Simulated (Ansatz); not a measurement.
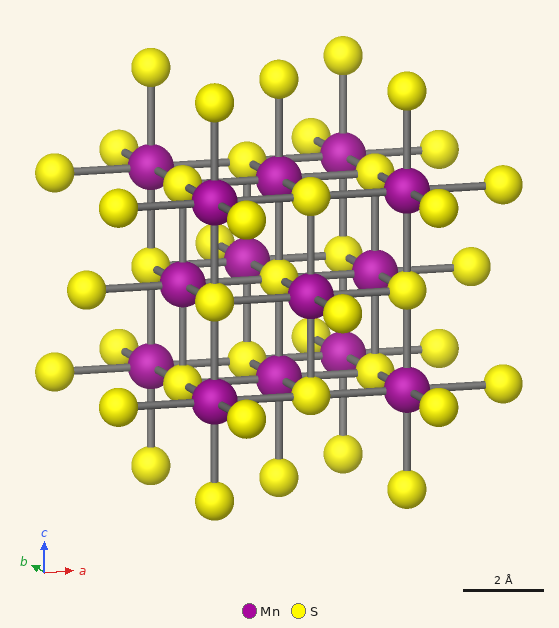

Reference structure: a crystal of MnS (a generated structure, set up in Fm-3m). The picture is a ball-and-stick view of the conventional cell (4 times the calculation's cell), seen from a free direction. Lengths and directions refer to the drawn axes.

Computed with DFT, PBE, PAW with Ansatz's default frozen-core files, scalar-relativistic (Ansatz 0.2.0). Set-up: plane-wave cutoff 420 eV; k-point mesh 16 × 16 × 16; occupations fermi dirac; smearing width 0.08 eV; collinear spin.

Now this is done to it. All lengths are scaled by +1.0 % (volume +3.0 %), the atoms keeping their fractional coordinates. No relaxation follows.

Input
```yaml
crystal:
  lattice:
    - [0.0, 2.5762201915, 2.5762201915]
    - [2.5762201915, 0.0, 2.5762201915]
    - [2.5762201915, 2.5762201915, 0.0]
  atoms:
    - { symbol: Mn, position: [0.0, 0.0, 0.0], spin: 4.0 }
    - { symbol: S, position: [0.5, 0.5, 0.5] }
magnetization:
  spin_polarized: true
kpoints:
  mp_grid: { grid: [16, 16, 16] }
scf:
  occupations: { method: fermi_dirac, width: 0.08 }
hamiltonian:
  xc: pbe
  pseudopotentials: { kind: paw }
output:
  forces: true
  stress: true
  eigenvalues: true
  efg: { contact_densities: true }
```

### What is the effect?

It costs 2.3 meV per atom. Pressure: 0.0 GPa before, −1.7 GPa after. All forces vanish by symmetry. The absolute magnetisation per cell goes from 4.51 to 4.59 μB (net moment 4.51 and 4.59 μB). Near-neighbour distances before and after: Mn–S 2.551 → 2.576 Å. The space group stays Fm-3m (No. 225).
